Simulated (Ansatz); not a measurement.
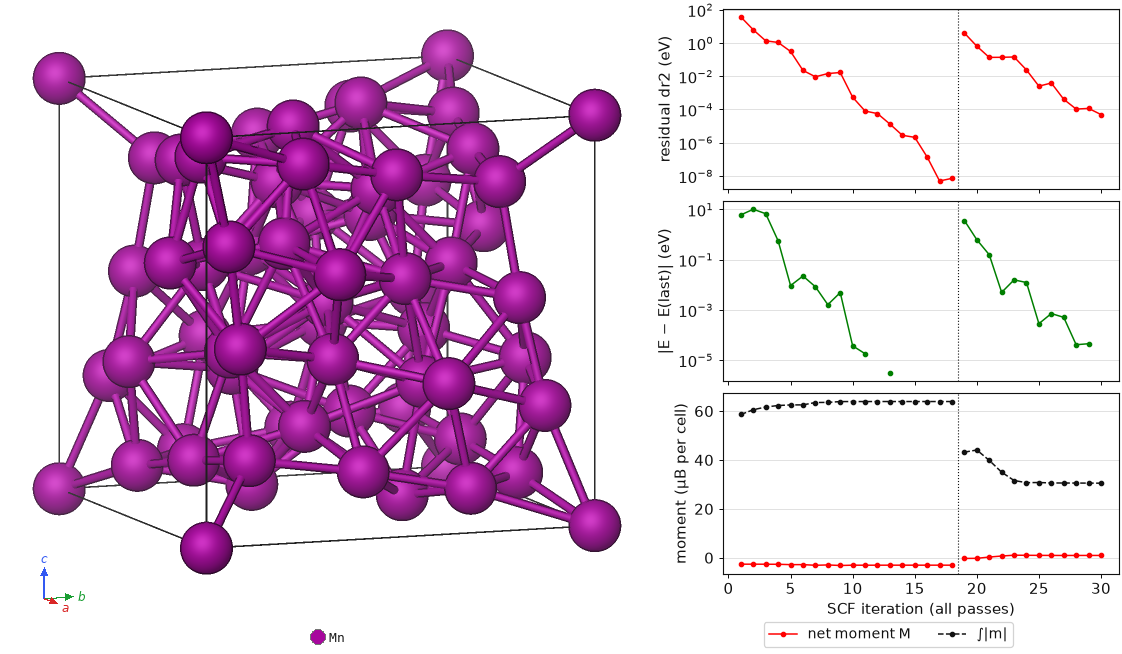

Beside the plot: the structure in its conventional cell.

The plot shows the SCF iterations of a calculation: density residual dr2, distance of the Harris–Foulkes energy from its last value in each pass, magnetic moments. Each stretch between dotted lines is the SCF of one geometry step of a relaxation. Energy differences below 3 × 10⁻⁶ eV aren't drawn. dr2 is the charge part; the magnetisation has a residual of its own.

System: Mn (I-43m, 29 atoms in the cell).
Method: Ansatz 0.2.0, DFT PBE+D3(BJ), scalar-relativistic, plane waves, PAW; cutoff 420 eV, 4×4×4 k-mesh, Gaussian smearing of 0.1 eV, collinear spins.

Was self-consistency reached?

Answer. It was still iterating, at step 30, when the time limit ended it. There are 2 passes, of 18 and 12 iterations. In pass 2, the residual comes down slowly and unevenly, and has reached only 5 × 10⁻⁵ when the run stops.

How do the moments develop?

Answer. The net moment goes from −2.6 to 1.0 μB per cell, with excursions between −3.1 and 1.1 on the way, though in an unconverged run this needn't be final.
